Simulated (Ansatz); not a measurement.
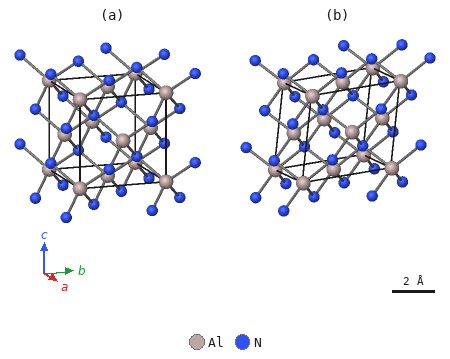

The structure of a crystal of AlN (set up in F-43m) before (left) and after (right) a relaxation, at one scale.

A ball-and-stick model of the conventional cell (4 times the calculation's cell), seen slightly off an axis. Lengths and directions refer to the drawn axes.

Computed with Ansatz 0.2.0, DFT PBE, scalar-relativistic, plane waves, PAW. (plane-wave cutoff 420 eV; k-point mesh 8 × 8 × 8; occupations gaussian; smearing width 0.05 eV; no spin polarisation)

What changed between the two?

The largest moves relative to the cell, 0.079 Å, are those of Al and N atoms. By element the largest moves are N 0.079 Å, Al 0.079 Å. Cell: a 4.403 → 4.043 Å (−8.2 %), b 4.403 → 4.551 Å (+3.3 %), c 4.403 → 4.343 Å (−1.4 %), α 90.0° → 80.1°, β 90.0° → 84.0°. Volume −8.3 %. Some distances before and after: Al–N 1.907 → 1.823 Å, Al–N 1.907 → 1.851 Å, Al–N 1.907 → 1.944 Å, Al–N 1.907 → 1.883 Å. Among the angles between lasting bonds that change: N–Al–N 109.5° → 125.6°, Al–N–Al 109.5° → 125.6°, N–Al–N 109.5° → 98.5°. The space group (tolerance 0.01 Å) goes from F-43m (No. 216) to P1 (No. 1).
